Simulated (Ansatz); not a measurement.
TiSi$_{2}$

```
Ti Si
1.0
     0.00000    8.18212    0.00000
    -4.76176    0.00000    0.00000
     0.00000   -4.09106    4.24805
Ti Si
4 8
Direct
  0.00000 0.12185 0.25000
  0.50000 0.62185 0.25000
  0.00000 0.87815 0.75000
  0.50000 0.37815 0.75000
  0.33711 0.12318 0.25188
  0.83711 0.62318 0.25188
  0.16289 0.62318 0.24812
  0.66289 0.12318 0.24812
  0.16289 0.37682 0.74812
  0.66289 0.87682 0.74812
  0.33711 0.87682 0.75188
  0.83711 0.37682 0.75188
```

Space group C2/c; computed without spin polarisation.

Level of theory: DFT PBEsol, scalar-relativistic, plane waves, PAW (Ansatz 0.2.0).

In a PAW calculation such maps are meaningful between the atoms, not at the nuclei.

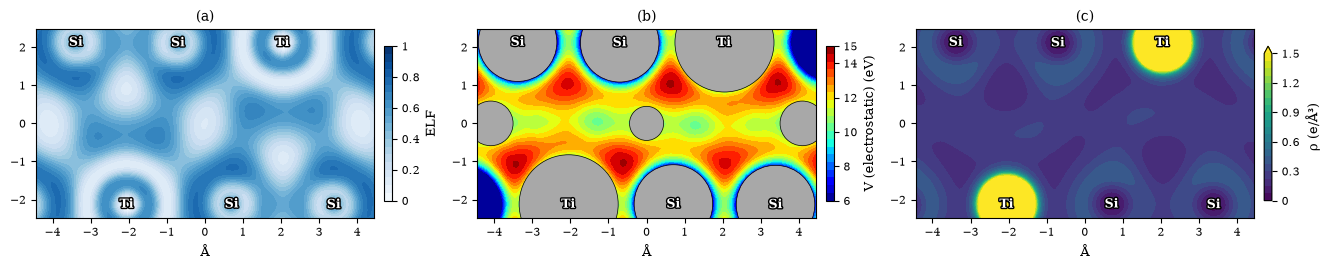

Figure 1. (a) ELF; (b) electrostatic potential (local pseudopotential plus Hartree) felt by an electron; (c) valence electron density on the (010) plane of the conventional cell. Grey discs cover the atomic cores in the potential map.

### Read the bonding off the picture.

- Atoms in the plane: Ti and Si.
- Ti–Si (2.75 Å): the density is about 0.25 e/Å³ at the midpoint; the ELF peaks at about 0.75 in the valence shell of Si, 1.0 Å from its nucleus, and is about 0.40 at the midpoint.
- Between the atoms the lowest density in this plane is 0.16 e/Å³.
- The features right at Ti lie inside the PAW spheres, where the map follows smoothed inner orbitals and isn't to be read closely.
- Outside the cores the potential energy rises away from the atoms and is highest about 1.7 Å from the nearest atoms; its zero is arbitrary.

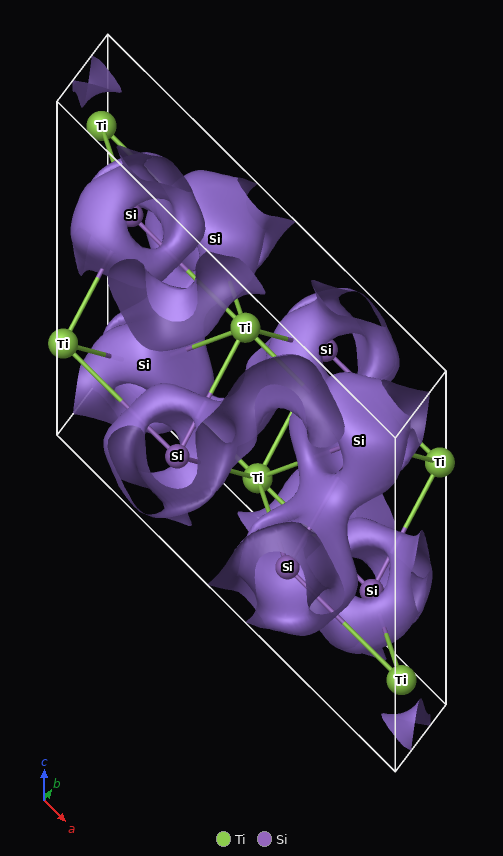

Figure 2. Isosurface of the ELF at 0.65 (purple), seen slightly off an axis. Only the valence region is drawn (cores and ρ < 0.01 e/Å³ removed). Sticks mark near contacts.

### What do the ELF domains correspond to?

The ELF exceeds this value in channels that run through the cell in one direction, counted in one cell of 12 atoms. Regions shared between cells count once. Profiles from the grid: Si–Si (2.49 Å): the ELF peaks at about 0.80 between the atoms. Ti–Si (2.53 Å): the ELF peaks at about 0.75 in the valence shell of Si, 0.9 Å from its nucleus, and is about 0.40 at the midpoint.

### Does the calculation make it a metal, or give it a gap?

It is metallic or semimetallic at this level of theory: no gap opens.
